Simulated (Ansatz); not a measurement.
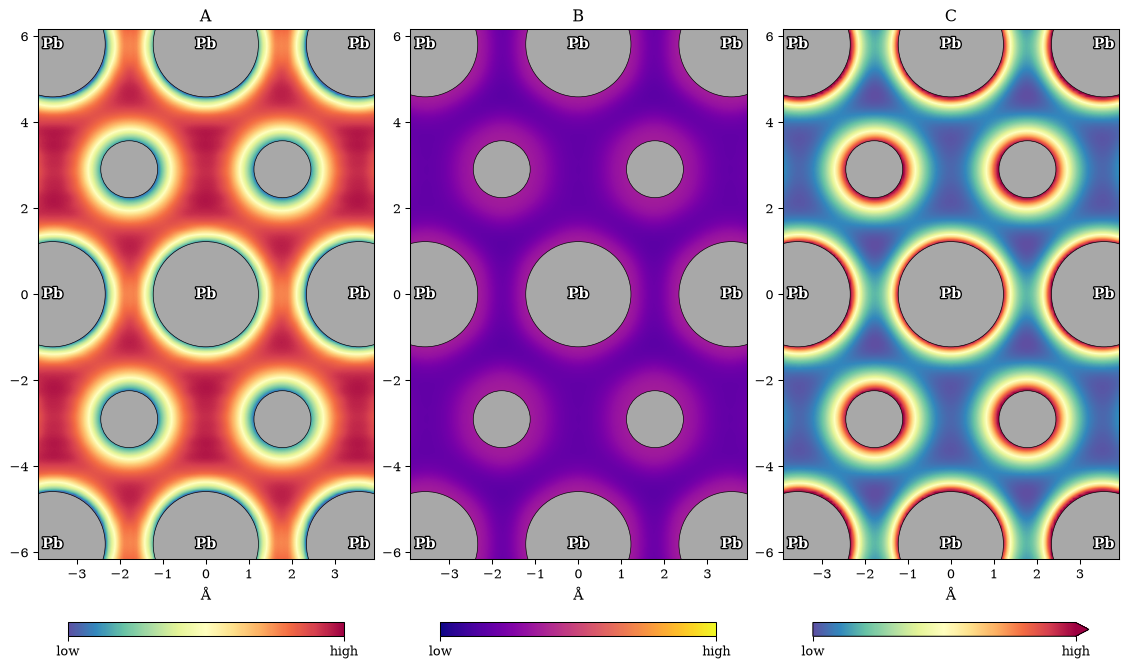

Pb: 3 fields on the (100) plane of the conventional cell, with unlabelled colour scales. Grey discs cover the atomic cores.

Space group P6₃/mmc; a structure from a database of computed crystals, not necessarily the ambient phase.

The calculation used DFT PBE, scalar-relativistic, plane waves, PAW (Ansatz).

Which field does each panel show? The fields are: electron localisation function, electrostatic potential energy of an electron and valence pseudo-density.

Panel A: electrostatic potential energy of an electron (low next to the atoms, rising into the space between them). Panel B: electron localisation function. Panel C: valence pseudo-density. From the grid: Pb–Pb (3.56 Å): ρ at the midpoint is about 0.11 e/Å³; the ELF is about 0.20 at the midpoint (no localised pair shows between them).
